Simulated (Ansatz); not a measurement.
**Co: density, localisation and related maps**

Input

```
crystal:
  lattice:
    - [3.9063405031, 0.0, 0.0]
    - [-1.9531702516, 3.3829901115, 0.0]
    - [0.0, 0.0, 2.4079836672]
  atoms:
    - { symbol: Co, position: [0.0, 0.0, 0.0], spin: 1.577 }
    - { symbol: Co, position: [0.3333333333, 0.6666666667, 0.5], spin: 1.603 }
    - { symbol: Co, position: [0.6666666667, 0.3333333333, 0.5], spin: 1.603 }
hamiltonian:
  xc: lda
  pseudopotentials:
    kind: paw
    azcp:
      Co: "pseudopotentials/Co.paw.azcp"
basis:
  ecutwfc: 420
  fft_grid_basis: typed
kpoints:
  mp_grid: { grid: [11, 11, 15], shift: [0, 0, 0] }
magnetization:
  spin_polarized: true
scf:
  occupations: { method: fermi_dirac, width: 0.05 }
  lower_state_search: "off"
output:
  stress: true
  write_density: true
  write_potential: true
  elf: true
  volumetric_format: npy
```

Below, planes, directions and counts refer to the conventional cell (a = 3.91 Å, b = 3.91 Å, c = 2.41 Å, α = 90.00°, β = 90.00°, γ = 120.00°).

Space group P6/mmm; set up as Co, omega (AlB2-type); a generated structure, not necessarily the stable one; changed on purpose from its base cell (volume × 1.04); computed pressure about −9 GPa in this cell; spin-polarised.

The calculation used Ansatz, DFT, LDA (PW92), plane waves (420 eV) with PAW, scalar-relativistic.

Core electrons are frozen (PAW), and the valence fields are smoothed inside the atomic spheres.

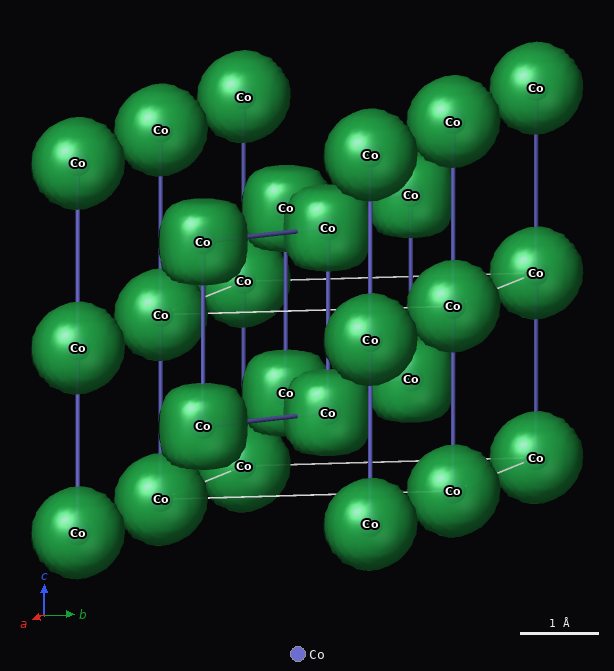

Figure 1. Isosurfaces of the spin density at +0.4 (green) and −0.4 e/Å³ (red), seen slightly off an axis. Sticks mark near contacts.

Question: Describe the spin distribution.

Answer: The spin density sits on Co: +1.6 μB (×3) in one cell of 3 atoms: parallel moments (a ferromagnetic arrangement) in this solution. The cell of the calculation (3 atoms) carries 4.8 μB of net spin moment. Only one sign reaches the isovalue.

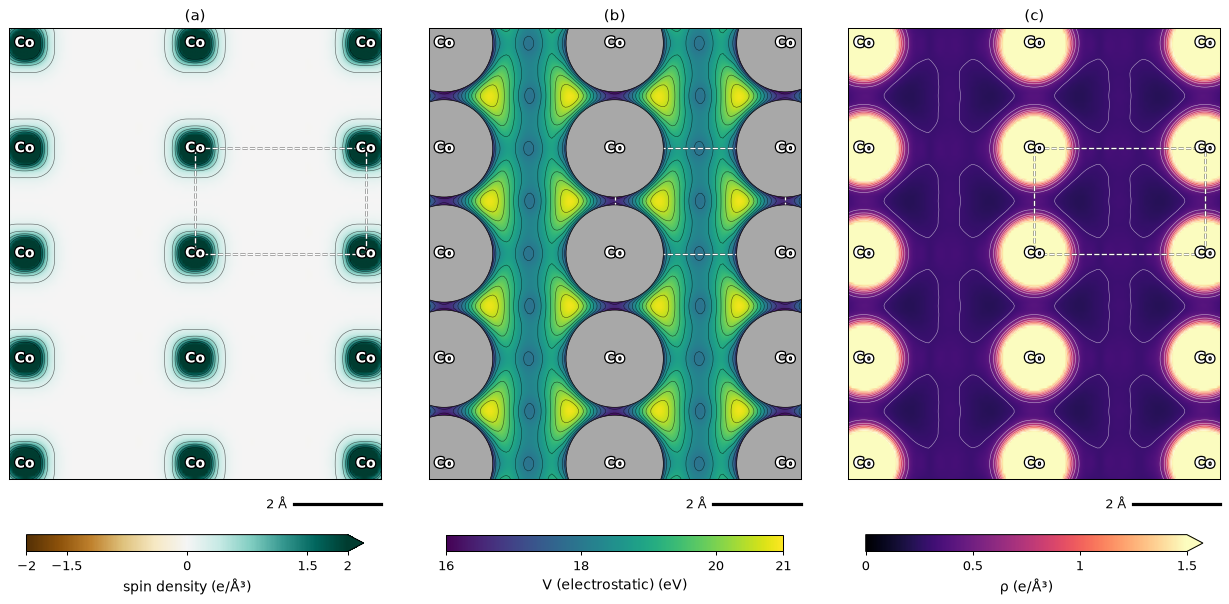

Figure 2. (a) spin density (up minus down); (b) electrostatic potential energy of an electron; (c) valence pseudo-density on the (100) plane of the conventional cell. Grey discs cover the atomic cores in the potential map.

Question: Read the bonding off the picture.

Answer: The plane passes through Co nuclei.
Co–Co (2.41 Å): the density is about 0.4 e/Å³ at the midpoint.
Between the atoms the lowest density in this plane is 0.23 e/Å³.

Outside the cores the potential energy rises away from the atoms and is highest about 1.5 Å from the nearest atoms; its zero is arbitrary.

Question: Metal or insulator at this level of theory?

Answer: It is metallic or semimetallic at this level of theory: no gap opens.
